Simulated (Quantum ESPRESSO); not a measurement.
# Run report: Pd, geometry relaxation (part 2 of 2)

Pd (2 atoms in the cell); Kohn-Sham DFT of a periodic cell, PBEsol, GBRV 1.5 PBEsol, no spin polarisation (Quantum ESPRESSO 7.5); cutoff 612.26 eV, 11×11×6 k-mesh, fermi-dirac of 0.05 eV. The structure derives from a Materials Project entry.

Geometry of the input (Å; fractional positions):
```
2.8393  0.0000  0.0000
-1.4197  2.4589  0.0000
0.0000  0.0000  4.6289
Pd 0.3333  0.6667  0.2500
Pd 0.6667  0.3333  0.7500
```

The program's output, continued
```
   -33.3190 -33.2894 -33.1714 -33.1519 -33.1193 -33.1062  11.8134  12.2365
    12.8230  13.1314  14.4413  14.6579  15.4634  15.9088  15.9555  16.2005
    16.2283  19.2807  25.4782  27.3243  29.9945  31.6849  33.6502  35.2725

          k = 0.0000 0.4199-0.3067 (  1116 PWs)   bands (ev):

   -33.3111 -33.3111 -33.1356 -33.1356 -33.1318 -33.1318  12.0030  12.0030
    12.9229  12.9229  14.9295  14.9295  15.3186  15.3186  16.0725  16.0725
    17.5611  17.5611  26.4088  26.4088  32.1548  32.1548  33.3489  33.3489

          k = 0.0000 0.5249 0.0000 (  1118 PWs)   bands (ev):

   -33.3293 -33.2858 -33.2171 -33.1781 -33.1126 -33.1098  11.8501  12.1603
    12.2870  13.8767  14.2348  14.4730  14.6788  16.2424  16.4094  16.4265
    18.1387  21.1736  25.2956  25.6062  29.0931  29.2067  29.8046  34.1478

          k = 0.0000 0.5249 0.1022 (  1115 PWs)   bands (ev):

   -33.3382 -33.2976 -33.1980 -33.1736 -33.1144 -33.1108  11.8063  11.9359
    12.7462  13.4361  14.0091  14.5499  15.5906  16.1197  16.3009  16.4445
    17.9755  20.8469  24.2770  25.8578  29.4159  29.6506  31.0300  34.4445

          k = 0.0000 0.5249 0.2045 (  1115 PWs)   bands (ev):

   -33.3476 -33.3221 -33.1613 -33.1611 -33.1269 -33.1132  11.6893  12.0426
    12.7817  12.9662  14.3881  15.0108  15.5952  16.3216  16.3798  16.4146
    17.8048  19.8705  23.8713  24.9997  30.8592  31.1186  32.5348  34.4632

          k = 0.0000 0.5249-0.3067 (  1120 PWs)   bands (ev):

   -33.3422 -33.3422 -33.1440 -33.1440 -33.1298 -33.1298  11.8492  11.8492
    12.7895  12.7895  14.9548  14.9548  15.8796  15.8796  16.3679  16.3679
    18.6556  18.6556  24.2078  24.2078  32.5629  32.5629  32.6114  32.6114

          k = 0.0909 0.1575 0.0000 (  1109 PWs)   bands (ev):

   -33.3178 -33.1581 -33.1366 -33.1110 -33.0795 -33.0534  10.4734  12.1184
    13.4519  14.1236  14.2054  14.3433  14.4192  14.4559  14.7744  15.0173
    16.2271  19.7411  22.9928  32.2295  32.6898  36.1842  36.2877  36.3530

          k = 0.0909 0.1575 0.1022 (  1107 PWs)   bands (ev):

   -33.3028 -33.1529 -33.1373 -33.1166 -33.0828 -33.0644  10.6834  12.1852
    13.4852  13.8330  13.9937  14.2640  14.4942  14.6067  14.9126  15.0701
    16.1789  18.5890  24.6152  32.3235  32.8802  35.2550  35.2952  37.0194

          k = 0.0909 0.1575 0.2045 (  1115 PWs)   bands (ev):

   -33.2623 -33.1594 -33.1385 -33.1168 -33.0917 -33.0892  11.2621  12.2941
    13.4201  13.5731  13.6507  14.2065  14.3281  14.4601  15.3313  15.4356
    16.0130  17.1348  27.4900  32.5089  33.4173  33.8835  34.2062  35.6791

          k = 0.0909 0.1575-0.3067 (  1120 PWs)   bands (ev):

   -33.2082 -33.2082 -33.1185 -33.1185 -33.1025 -33.1025  11.9882  11.9882
    13.2928  13.2928  13.9096  13.9096  14.3033  14.3033  15.6915  15.6915
    16.1527  16.1527  30.6327  30.6327  33.3174  33.3174  34.4447  34.4447

          k = 0.0909 0.2624 0.0000 (  1115 PWs)   bands (ev):

   -33.2914 -33.2084 -33.1821 -33.1383 -33.0935 -33.0664  11.2805  12.4344
    13.2495  13.4511  14.0203  14.1521  14.6967  14.7653  15.0466  15.4006
    16.2812  21.4325  23.1705  29.1866  30.9780  34.3856  35.9170  36.0156

          k = 0.0909 0.2624 0.1022 (  1112 PWs)   bands (ev):

   -33.2858 -33.1984 -33.1864 -33.1391 -33.0973 -33.0732  11.4283  12.5245
    13.2330  13.3887  13.8662  14.2471  14.5324  14.8741  15.2549  15.3380
    16.2318  19.8217  25.1342  29.4177  31.2283  33.5168  34.9689  36.7614

          k = 0.0909 0.2624 0.2045 (  1113 PWs)   bands (ev):

   -33.2683 -33.2106 -33.1663 -33.1350 -33.1074 -33.0931  11.8260  12.7420
    12.9402  13.4678  13.6291  14.1712  14.4501  14.9347  15.4953  15.6386
    16.0919  17.9947  28.0084  30.0783  31.8914  32.2416  33.8712  34.5155

          k = 0.0909 0.2624-0.3067 (  1116 PWs)   bands (ev):

   -33.2406 -33.2406 -33.1352 -33.1352 -33.1146 -33.1146  12.3516  12.3516
    13.1812  13.1812  13.8365  13.8365  14.6789  14.6789  15.7888  15.7888
    16.6107  16.6107  30.8317  30.8317  31.3352  31.3352  32.9533  32.9533

          k = 0.0909 0.3674 0.0000 (  1117 PWs)   bands (ev):

   -33.2665 -33.2577 -33.2324 -33.1640 -33.1077 -33.0853  12.0119  12.3336
    12.8118  13.5580  13.9538  14.1501  14.5031  15.2910  15.7103  16.2976
    16.3223  23.3034  23.5788  25.9862  29.4930  32.4648  33.3015  34.8657

          k = 0.0909 0.3674 0.1022 (  1111 PWs)   bands (ev):

   -33.2888 -33.2457 -33.2173 -33.1619 -33.1125 -33.0873  11.9671  12.4230
    12.9180  13.3715  13.9423  14.2939  14.6480  15.2916  15.8194  15.9657
    16.4677  21.0616  25.9844  26.2809  29.8042  31.1901  33.8655  35.0745

          k = 0.0909 0.3674 0.2045 (  1110 PWs)   bands (ev):

   -33.2971 -33.2657 -33.1761 -33.1521 -33.1241 -33.0985  12.0016  12.5310
    12.8086  13.3585  14.0509  14.4338  14.7757  15.3277  15.7724  16.0852
    16.5394  19.0005  26.9117  28.4215  29.9427  30.8082  33.1156  34.4755

          k = 0.0909 0.3674-0.3067 (  1118 PWs)   bands (ev):

   -33.2872 -33.2872 -33.1485 -33.1485 -33.1212 -33.1212  12.2212  12.2212
    13.0975  13.0975  14.4131  14.4131  14.8702  14.8702  16.1140  16.1140
    17.3615  17.3615  27.9346  27.9346  31.8426  31.8426  32.0811  32.0811

          k = 0.0909 0.4724 0.0000 (  1111 PWs)   bands (ev):

   -33.3116 -33.2707 -33.2247 -33.1825 -33.1185 -33.1071  12.0567  12.2878
    12.4074  13.8493  14.1969  14.2817  14.4160  15.9658  16.2018  16.3437
    17.6241  22.5676  24.9635  25.1432  28.3434  30.3822  30.6309  33.9643

          k = 0.0909 0.4724 0.1022 (  1114 PWs)   bands (ev):

   -33.3215 -33.2827 -33.2057 -33.1763 -33.1251 -33.1036  11.9538  12.1634
    12.8503  13.3745  13.9480  14.5160  15.0543  15.8926  16.1430  16.2762
    17.6131  21.7440  24.1343  26.6109  28.6610  29.4762  32.1846  33.6395

          k = 0.0909 0.4724 0.2045 (  1112 PWs)   bands (ev):

   -33.3313 -33.3064 -33.1798 -33.1543 -33.1375 -33.1053  11.8592  12.2731
    12.7949  13.1477  14.1468  14.8769  15.4482  15.5729  16.0112  16.4325
    17.7583  20.0640  24.4503  26.2839  29.7338  30.6899  32.4161  33.6081

          k = 0.0909 0.4724-0.3067 (  1108 PWs)   bands (ev):

   -33.3260 -33.3260 -33.1600 -33.1600 -33.1213 -33.1213  12.0296  12.0296
    12.9239  12.9239  14.7417  14.7417  15.3605  15.3605  16.3087  16.3087
    18.5966  18.5966  25.2561  25.2561  31.1247  31.1247  32.6969  32.6969

          k = 0.0909 0.5774 0.0000 (  1108 PWs)   bands (ev):

   -33.3285 -33.2850 -33.2082 -33.1892 -33.1225 -33.1193  11.9715  12.2700
    12.2933  13.8238  14.1897  14.5059  14.5286  16.3027  16.3327  16.3497
    19.0551  20.6326  25.7949  26.1970  27.8312  28.8328  29.5793  33.6517

          k = 0.0909 0.5774 0.1022 (  1120 PWs)   bands (ev):

   -33.3365 -33.2968 -33.1993 -33.1768 -33.1311 -33.1121  11.8975  12.0498
    12.8103  13.4186  13.8557  14.6514  15.2726  16.0841  16.3192  16.3757
    18.9823  20.5223  25.1766  25.2375  28.3111  30.1484  30.4009  33.2704

          k = 0.0909 0.5774 0.2045 (  1114 PWs)   bands (ev):

   -33.3455 -33.3213 -33.1834 -33.1469 -33.1458 -33.1092  11.7853  12.1753
    12.7931  13.0655  14.1022  15.1279  15.4619  15.8241  16.2856  16.4464
    18.9860  20.1391  24.2243  24.2705  29.3993  31.8135  32.1860  32.3643

          k = 0.0909 0.5774-0.3067 (  1106 PWs)   bands (ev):

   -33.3407 -33.3407 -33.1645 -33.1645 -33.1206 -33.1206  11.9554  11.9554
    12.8548  12.8548  14.7375  14.7375  15.7522  15.7522  16.2892  16.2892
    19.4890  19.4890  23.8888  23.8888  30.8103  30.8103  33.0072  33.0072

          k = 0.1818 0.3149 0.0000 (  1106 PWs)   bands (ev):

   -33.2623 -33.2408 -33.2358 -33.1581 -33.1178 -33.0825  12.0824  12.7178
    12.9479  12.9771  13.8626  14.1160  14.6120  14.9073  15.7117  16.2596
    16.3347  23.0751  23.5959  27.5366  27.9158  33.1740  34.5819  35.0487

          k = 0.1818 0.3149 0.1022 (  1106 PWs)   bands (ev):

   -33.2785 -33.2401 -33.2116 -33.1617 -33.1213 -33.0844  12.1248  12.6837
    12.9983  13.0526  13.9471  14.1032  14.4537  15.0321  15.8495  15.9069
    16.5318  20.9705  25.9283  27.8585  28.1707  32.3551  33.0102  36.4065

          k = 0.1818 0.3149 0.2045 (  1115 PWs)   bands (ev):

   -33.2846 -33.2549 -33.1720 -33.1625 -33.1283 -33.0952  12.2420  12.5907
    13.1611  13.2659  13.8747  13.9345  14.4035  15.2405  15.7725  16.0770
    16.6717  18.9473  28.3436  28.8545  29.0164  31.1993  31.3685  34.7858

          k = 0.1818 0.3149-0.3067 (  1116 PWs)   bands (ev):

   -33.2742 -33.2742 -33.1570 -33.1570 -33.1177 -33.1177  12.4181  12.4181
    13.4184  13.4184  13.6791  13.6791  14.7687  14.7687  16.1823  16.1823
    17.3607  17.3607  29.6020  29.6020  30.0197  30.0197  31.9629  31.9629

          k = 0.1818 0.4199 0.0000 (  1105 PWs)   bands (ev):

   -33.2837 -33.2611 -33.2289 -33.1872 -33.1398 -33.1040  12.5189  12.5498
    12.5826  13.3959  13.7368  14.3611  14.3653  15.3437  16.2039  16.2369
    17.5992  24.1131  24.9180  25.0083  26.5423  31.7670  32.0959  33.1855

          k = 0.1818 0.4199 0.1022 (  1112 PWs)   bands (ev):

   -33.2945 -33.2736 -33.2054 -33.1871 -33.1437 -33.1003  12.3158  12.6177
    12.8127  13.2211  13.9262  14.3194  14.4484  15.3869  15.9780  16.3089
    17.6993  22.2582  25.0689  26.8132  27.1035  30.3066  31.8150  33.9399

          k = 0.1818 0.4199 0.2045 (  1105 PWs)   bands (ev):

   -33.3072 -33.2900 -33.1934 -33.1722 -33.1409 -33.1006  12.2355  12.5851
    12.8841  13.5105  13.7760  14.3169  14.6100  15.2877  15.8915  16.4615
    17.9865  20.2710  25.7916  27.6492  28.0648  30.0495  30.7337  34.7653

          k = 0.1818 0.4199-0.3067 (  1110 PWs)   bands (ev):

   -33.3048 -33.3048 -33.1816 -33.1816 -33.1157 -33.1157  12.3389  12.3389
    13.2473  13.2473  14.1404  14.1404  14.7786  14.7786  16.3682  16.3682
    18.7661  18.7661  26.8545  26.8545  28.9290  28.9290  32.8541  32.8541

          k = 0.1818 0.5249 0.0000 (  1120 PWs)   bands (ev):

   -33.3103 -33.2697 -33.2106 -33.2007 -33.1520 -33.1252  12.3362  12.3737
    12.6130  13.7444  13.9158  14.1354  14.5785  15.8860  16.2234  16.2990
    19.2442  21.7779  25.7956  26.0844  26.6254  29.5347  30.1289  32.6059

          k = 0.1818 0.5249 0.1022 (  1117 PWs)   bands (ev):

   -33.3166 -33.2822 -33.2188 -33.1758 -33.1589 -33.1159  12.1634  12.4622
    12.9396  13.3289  13.7444  14.5479  14.7062  15.8664  15.9755  16.3709
    19.3572  21.7134  24.8115  26.1471  26.7209  29.8316  31.3300  31.6497

          k = 0.1818 0.5249 0.2045 (  1107 PWs)   bands (ev):

   -33.3255 -33.3054 -33.2134 -33.1787 -33.1376 -33.1071  12.1061  12.6201
    12.8125  13.4239  13.6214  14.7258  14.9980  15.3798  16.0141  16.4411
    19.7091  21.2344  24.1087  25.5473  27.0905  29.7783  31.8603  33.4883

          k = 0.1818 0.5249-0.3067 (  1102 PWs)   bands (ev):

   -33.3227 -33.3227 -33.1974 -33.1974 -33.1137 -33.1137  12.2835  12.2835
    13.1000  13.1000  14.2647  14.2647  15.1535  15.1535  16.2858  16.2858
    20.3761  20.3761  24.5249  24.5249  28.3680  28.3680  33.6590  33.6590

          k = 0.2727 0.4724 0.0000 (  1116 PWs)   bands (ev):

   -33.2917 -33.2666 -33.2162 -33.1976 -33.1747 -33.1277  12.3841  12.7185
    12.8896  13.3982  13.6921  14.1199  14.6276  15.5652  16.1591  16.2972
    19.2380  23.4145  23.9428  26.1185  26.7556  31.1729  31.2238  31.3130

          k = 0.2727 0.4724 0.1022 (  1110 PWs)   bands (ev):

   -33.2926 -33.2833 -33.2250 -33.1897 -33.1656 -33.1181  12.4037  12.7325
    13.0212  13.1250  13.9789  14.0290  14.6206  15.6212  15.8901  16.3710
    19.4002  23.2031  24.2626  24.8492  28.1176  29.2035  30.2801  33.3455

          k = 0.2727 0.4724 0.2045 (  1098 PWs)   bands (ev):

   -33.3031 -33.2998 -33.2291 -33.2004 -33.1342 -33.1070  12.4486  12.6335
    13.1057  13.3559  13.7215  14.2022  14.6314  15.2442  15.9519  16.4445
    19.8539  21.9583  25.0093  25.1083  27.4708  27.5033  31.8349  34.9830

          k = 0.2727 0.4724-0.3067 (  1100 PWs)   bands (ev):

   -33.3080 -33.3080 -33.2172 -33.2172 -33.1115 -33.1115  12.5128  12.5128
    13.3208  13.3208  13.9463  13.9463  14.7848  14.7848  16.3051  16.3051
    20.6836  20.6836  26.0373  26.0373  26.2593  26.2593  34.0620  34.0620

          k = 0.2727 0.5774 0.0000 (  1114 PWs)   bands (ev):

   -33.2947 -33.2513 -33.2414 -33.1907 -33.1762 -33.1462  12.3272  12.8070
    12.8868  13.5043  13.7597  13.9436  14.7600  15.8612  16.0948  16.1295
    20.9999  21.5039  23.3841  27.5499  28.1664  29.3591  29.7516  30.9550

          k = 0.2727 0.5774 0.1022 (  1109 PWs)   bands (ev):

   -33.2951 -33.2660 -33.2530 -33.1982 -33.1557 -33.1321  12.3907  12.8474
    12.9053  13.3223  13.7910  14.0424  14.7586  15.8370  15.9118  16.1599
    21.2609  21.6094  23.6733  26.5878  26.6178  28.8353  31.2387  31.4366

          k = 0.2727 0.5774 0.2045 (  1098 PWs)   bands (ev):

   -33.3023 -33.2906 -33.2525 -33.2147 -33.1260 -33.1134  12.4974  12.8289
    13.0751  13.1633  13.8110  14.1007  14.7764  15.2486  16.0511  16.2424
    21.8344  21.9137  24.3507  25.2106  25.2614  27.2706  33.4262  33.6395

          k = 0.2727 0.5774-0.3067 (  1098 PWs)   bands (ev):

   -33.3045 -33.3045 -33.2352 -33.2352 -33.1099 -33.1099  12.6341  12.6341
    13.2239  13.2239  13.9337  13.9337  14.8694  14.8694  16.2014  16.2014
    22.1866  22.1866  24.3795  24.3795  25.8862  25.8862  34.9793  34.9793

     the Fermi energy is    16.3528 ev

!    total energy              =    -397.26351838 Ry
     estimated scf accuracy    <          4.1E-11 Ry
     smearing contrib. (-TS)   =      -0.00382001 Ry
     internal energy E=F+TS    =    -397.25969837 Ry

     The total energy is F=E-TS. E is the sum of the following terms:
     one-electron contribution =    -101.29401552 Ry
     hartree contribution      =      75.69392944 Ry
     xc contribution           =     -62.13942847 Ry
     ewald contribution        =    -309.52018381 Ry

     convergence has been achieved in   8 iterations

     negative rho (up, down):  1.585E-01 0.000E+00

     Forces acting on atoms (cartesian axes, Ry/au):

     atom    1 type  1   force =     0.00000000   -0.00000000    0.00000000
     atom    2 type  1   force =     0.00000000    0.00000000    0.00000000

     Total force =     0.000000     Total SCF correction =     0.000000

     Computing stress (Cartesian axis) and pressure

     negative rho (up, down):  1.585E-01 0.000E+00
          total   stress  (Ry/bohr**3)                   (kbar)     P=     -151.50
  -0.00107189  -0.00000000   0.00000000         -157.68       -0.00        0.00
  -0.00000000  -0.00107189   0.00000000           -0.00     -157.68        0.00
   0.00000000   0.00000000  -0.00094585            0.00        0.00     -139.14

     BFGS Geometry Optimization
     Energy error            =      5.1E-50 Ry
     Gradient error          =      1.6E-25 Ry/Bohr

     bfgs converged in   1 scf cycles and   0 bfgs steps
     (criteria: energy <  1.0E-05 Ry, force <  4.0E-04 Ry/Bohr)

     End of BFGS Geometry Optimization

     Final energy             =    -397.2635183801 Ry
Begin final coordinates

ATOMIC_POSITIONS (bohr)
Pd              -0.0000000003        3.0978143524        2.1868350075
Pd               2.6827859254        1.5489071760        6.5605050226
End final coordinates

=------------------------------------------------------------------------------=
   JOB DONE.
=------------------------------------------------------------------------------=
```

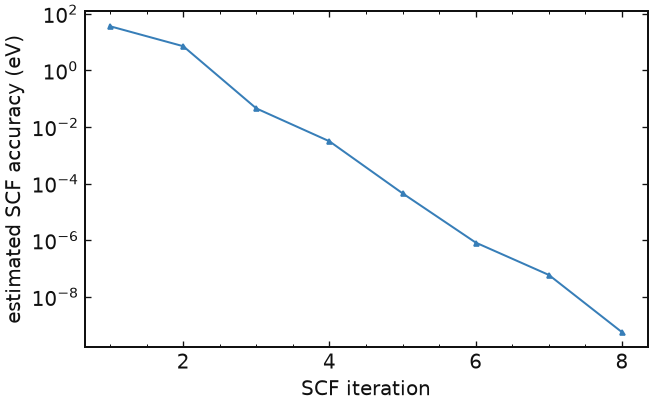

*Convergence of the self-consistent field: estimated SCF accuracy against the iteration.*

The field takes 8 iterations in all.

Key numbers

```json
{"quantity": "outcome", "value": "converged"}
{"quantity": "space group (tolerance 0.01 Å)", "value": "P6₃/mmc (194)"}
{"quantity": "electrons treated", "value": "32"}
{"quantity": "free energy", "value": "−5405.0455 eV"}
{"quantity": "Fermi energy", "value": "16.353 eV"}
{"quantity": "gap on the k-point mesh", "value": "none (metallic)"}
{"quantity": "pressure", "value": "−15.15 GPa"}
{"quantity": "final volume", "value": "32.32 Å³"}
{"quantity": "largest force (length of the vector)", "value": "under 0.001 eV/Å"}
{"quantity": "hardware", "value": "2 threads of Intel Xeon (Sapphire Rapids), 192 GiB of memory available, shared host"}
{"quantity": "wall time", "value": "16 s (CPU time 31 s)"}
{"quantity": "peak memory", "value": "0.22 GiB"}
```

Notes

Notes on the run: negative rho. The cell is under a tension of 15.1 GPa at this level, so it is not at its equilibrium volume.
